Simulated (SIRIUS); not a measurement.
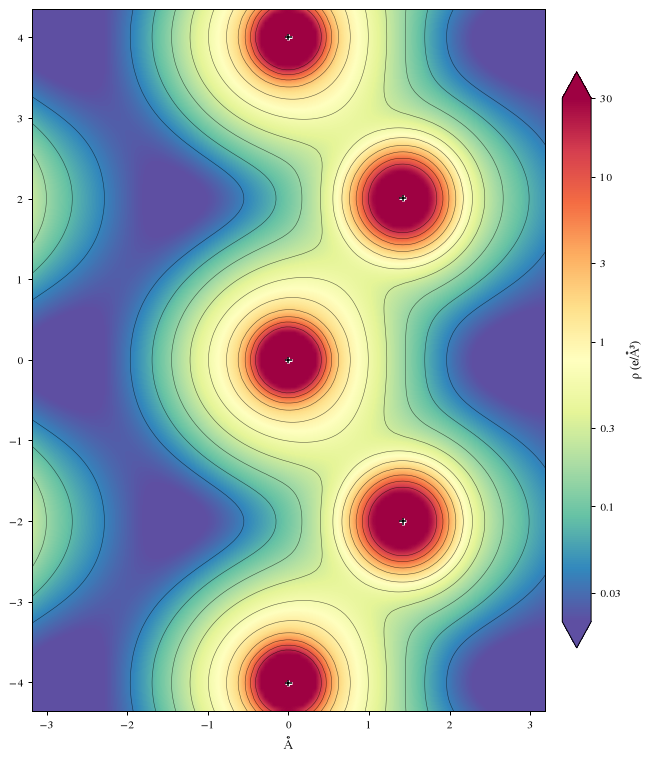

The total electron density on a plane through atoms (crosses mark nuclei in the plane).

Method: Kohn-Sham DFT of a periodic cell, PBEsol, all-electron FP-LAPW in SIRIUS 7.12.0.

Candidates:
A. ZnSe, a = 5.67 Å, b = 5.67 Å, c = 5.67 Å, α = 90.00°, β = 90.00°, γ = 90.00°. Space group F-43m.
B. Br, a = 6.73 Å, b = 4.65 Å, c = 8.70 Å, α = 90.00°, β = 90.00°, γ = 90.00°. Space group Cmce; not relaxed (largest force 0.7 eV/Å).
C. MoS2, a = 3.18 Å, b = 3.18 Å, c = 21.67 Å, α = 90.00°, β = 90.00°, γ = 120.00°. Space group P-3m1; a structure from a database of computed crystals, not necessarily the ambient phase.

Q: Which system is this?

A: Candidate A: ZnSe on the (101) plane of the conventional cell, which holds Se and Zn. Zn–Se (2.45 Å): ρ is about 0.47 e/Å³ halfway.
